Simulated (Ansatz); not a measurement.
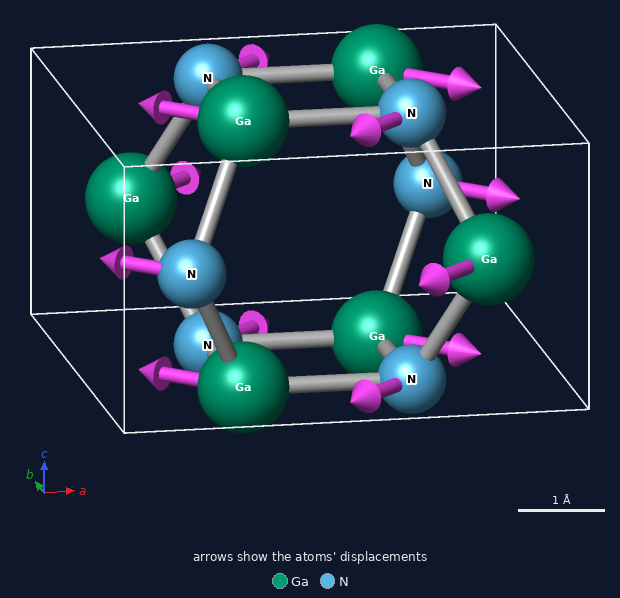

The lowest optical mode of solid GaN (a generated structure), space group P4₂/mnm (No. 136), at the zone centre. The pink arrows give the relative displacements of the atoms. Style: ball-and-stick. Shown: the cell of the calculation, slightly off an axis.

Level of theory: DFT PBE, scalar-relativistic, plane waves, PAW in Ansatz. (plane-wave cutoff 420 eV; k-point mesh 6 × 6 × 8; occupations fixed; no spin polarisation)

Frequencies are those without the non-analytic (LO–TO) term.

### Is this crystal at a minimum with respect to the drawn distortion?

Yes: this softest mode has a real frequency, and so have all others here. That speaks for this wave vector alone: the rest of the zone wasn't checked in this run. This is the B₁g mode at 80 cm⁻¹, the lowest optical level, Raman-active by symmetry. Atoms of one kind move against one another, with no net shift of any sublattice; it mainly bends the Ga–N bonds; the kinetic energy is shared as Ga 85 %, N 15 %.
